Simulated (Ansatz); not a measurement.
The structure in question:

```cif
data_structure
_symmetry_space_group_name_H-M 'C m m m'
_symmetry_Int_Tables_number 65
_cell_length_a 2.9340
_cell_length_b 5.4611
_cell_length_c 2.8331
_cell_angle_alpha 90.000
_cell_angle_beta 90.000
_cell_angle_gamma 90.000
_cell_volume 45.40
loop_
_atom_site_label
_atom_site_type_symbol
_atom_site_symmetry_multiplicity
_atom_site_Wyckoff_symbol
_atom_site_fract_x
_atom_site_fract_y
_atom_site_fract_z
_atom_site_occupancy
Ge1 Ge 2 a 0.00000 0.00000 0.00000 1
```

> Give a crystallographic description of this input.

The element is germanium. The lattice is base-centred orthorhombic and the space group Cmmm (No. 65). The cell holds two atoms. Taking every contact within bonding distance, one finds Ge 2.

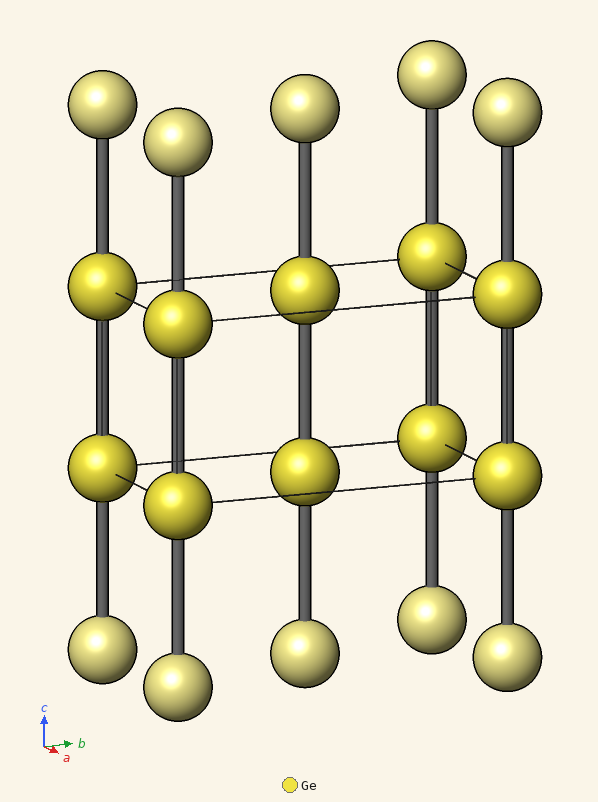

A ball-and-stick picture of a crystal structure, seen slightly off an axis. The conventional unit cell is drawn as a box. Periodic images bonded to atoms of the box are shown as well, in fainter colours.

Origin of the cell: a structure listed in the Materials Project. The cell was then strained or its atoms displaced on purpose. Ansatz was used for an electronic-structure calculation on it.

At this level of theory the run's own cell isn't at rest (stretched, at -10 GPa), so its distances can differ from those at equilibrium, the more so the softer the solid.
